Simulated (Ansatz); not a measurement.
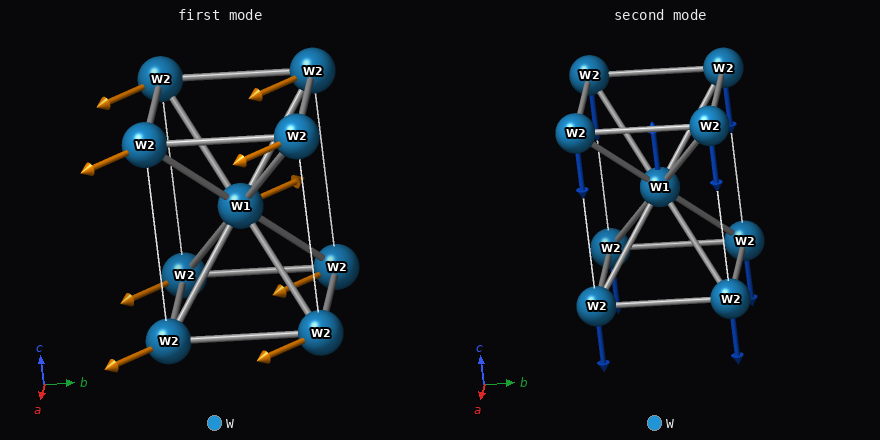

The system is W (Fm-3m, No. 225; 2 atoms in the cell); the picture shows the reference structure; its two panels give the patterns of the first and the second mode as arrows. The energy is mapped over two normal modes frozen in (zone-centre modes of the 2-atom cell of this scan, which folds in the wave vector (0, 1/2, 1/2) of the primitive cell). Coordinates scanned: (1) amplitude of mode 4 (104 cm⁻¹), largest displacement; (2) amplitude of mode 6 (220 cm⁻¹), largest displacement. Nothing is relaxed (the cell and all other modes fixed). Grid: 11 × 11 points; 36 points were computed and 85 follow by symmetry. Points are written as (first, second). Energies are in meV per cell, from the lowest grid point. All numbers below come from Ansatz 0.2.0, DFT LDA, scalar-relativistic, plane waves, PAW. Settings: cutoff 420 eV, k-mesh 16×16×12 in the order of the run's cell vectors, gaussian smearing 0.15 eV, no spin polarisation.

Its coordinates:

```
CELL_PARAMETERS angstrom
0.00000 -1.98648 -1.98648
0.00000 1.98648 -1.98648
3.97296 0.00000 0.00000
ATOMIC_POSITIONS crystal
W 0.50000 0.50000 0.50000
W 0.00000 0.00000 0.00000
```

The input of one point:

```yaml
crystal:
  lattice:
    - [0.0, -1.9864787844, -1.9864787844]
    - [0.0, 1.9864787844, -1.9864787844]
    - [3.9729575688, 0.0, 0.0]
  atoms:
    - { symbol: W, position: [0.5, 0.5, 0.5] }
    - { symbol: W, position: [0.0, 0.0, 0.0] }
basis:
  ecutwfc: 420
kpoints:
  mp_grid: { grid: [16, 16, 12] }
hamiltonian:
  xc: lda
  pseudopotentials: { kind: paw, azcp: { folder: soft_1 } }
scf:
  occupations: { method: gaussian, width: 0.15 }
output:
  forces: true
  stress: true
  eigenvalues: true
  write_density: true
  write_potential: true
  elf: true
  volumetric_format: npy
```

Range: amplitude of mode 4 (104 cm⁻¹), largest displacement from −0.202 to 0.202 Å; amplitude of mode 6 (220 cm⁻¹), largest displacement from −0.068 to 0.068 Å.

**What will the energy surface look like?**

The lowest grid point is at (0.000 Å, 0.000 Å). No other kind of well shows on this grid. The highest grid point, (−0.202 Å, −0.068 Å), lies 416 meV above the lowest.

```tsv
second ↓, first →	−0.202	−0.162	−0.121	−0.081	−0.040	0.000	0.040	0.081	0.121	0.162	0.202
0.068	416	305	228	180	153	144	153	180	228	305	416
0.054	376	265	186	134	104	94	104	134	186	265	376
0.041	345	233	153	97	64	53	64	97	153	233	345
0.027	323	210	128	70	36	24	36	70	128	210	323
0.014	309	196	113	54	18	6	18	54	113	196	309
0.000	305	192	108	48	12	0	12	48	108	192	305
−0.014	309	196	113	54	18	6	18	54	113	196	309
−0.027	323	210	128	70	36	24	36	70	128	210	323
−0.041	345	233	153	97	64	53	64	97	153	233	345
−0.054	376	265	186	134	104	94	104	134	186	265	376
−0.068	416	305	228	180	153	144	153	180	228	305	416
```

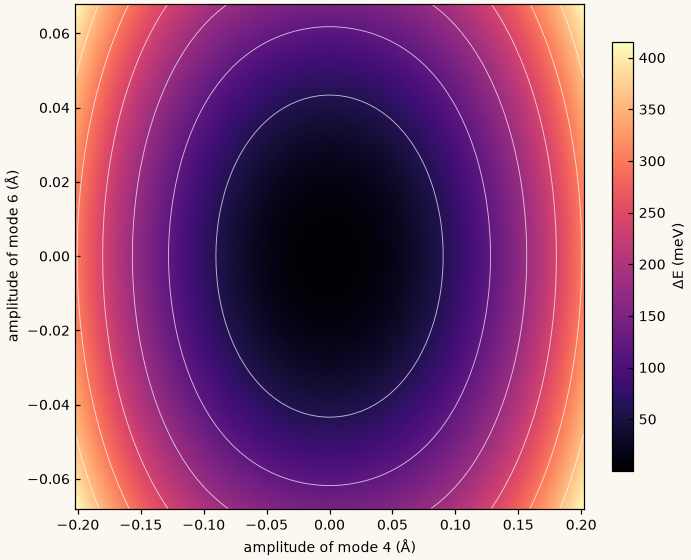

Drawn: a smooth colour map with a few white contour lines. Between grid points the surface is interpolated.

The whole map (36 points run) took 7.4 min on 2 threads of Arm Neoverse V1, with other jobs on the host.
